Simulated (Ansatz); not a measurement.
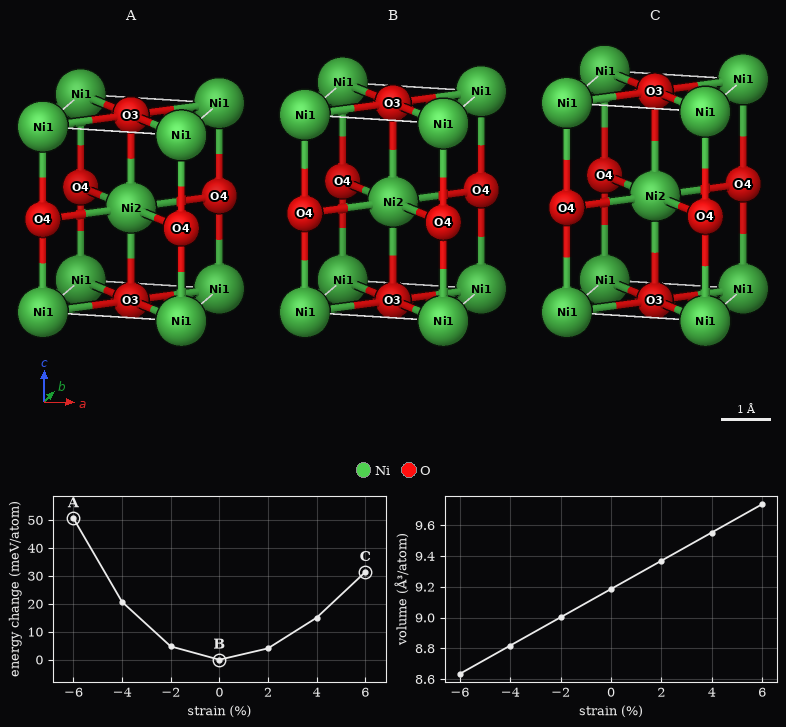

Members of a series of calculations on crystalline NiO (set up in Fm-3m), marked on the first curve. A ball-and-stick model of the cell of the calculation, seen slightly off an axis.

The calculation used DFT r2SCAN, scalar-relativistic, plane waves, PAW (Ansatz). Set-up: plane-wave cutoff 500 eV; k-point mesh 10 × 10 × 8; occupations gaussian; smearing width 0.02 eV; collinear spin.

Question: Which kind of strain is it, and how does the structure respond?

Answer: Strain along c alone, the other axes held, atoms relaxed. A (strain −6.0 %): energy change 50.6 meV/atom, volume 8.63 Å³ per atom. B (strain 0.0 %): energy change 0.0 meV/atom, volume 9.19 Å³ per atom. C (strain 6.0 %): energy change 31.4 meV/atom, volume 9.74 Å³ per atom. The rest compares A with C. Cell: a = b unchanged at 2.962 Å, c 3.937 → 4.440 Å (+12.8 %). Volume +12.8 %. Among the bonded contacts that change: Ni–O 1.969 → 2.220 Å.
